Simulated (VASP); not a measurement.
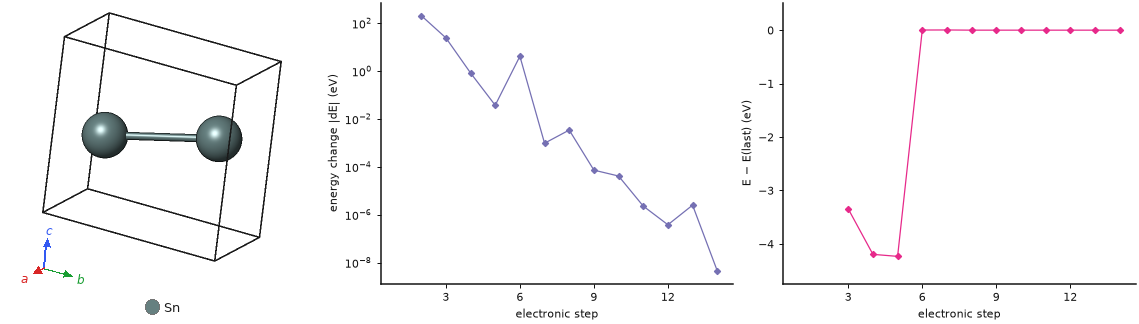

Beside the plot: the structure in its conventional cell.

The plot shows the electronic steps of a calculation: energy change |dE|, free energy less its last value. The first two energies lie far off the scale and aren't drawn.

- system: Sn (P-1, 2 atoms in the cell)
- method: DFT, r2SCAN, plane waves, PAW in VASP 6.6.1; cutoff 520 eV, 6×6×6 k-mesh, Fermi–Dirac smearing of 0.02 eV

### How did this run end?

The run converged; it took 14 steps. The energy change falls unevenly and jumps up by a factor of two or more 3 times on the way down, most sharply at step 6 (by a factor of about 100). The jump at step 6 comes where the charge density, held fixed for the first 5 steps, starts to be updated.

### Read the energy change at the first and at the last step drawn.

It starts near 200 and ends near 5 × 10⁻⁹ eV.
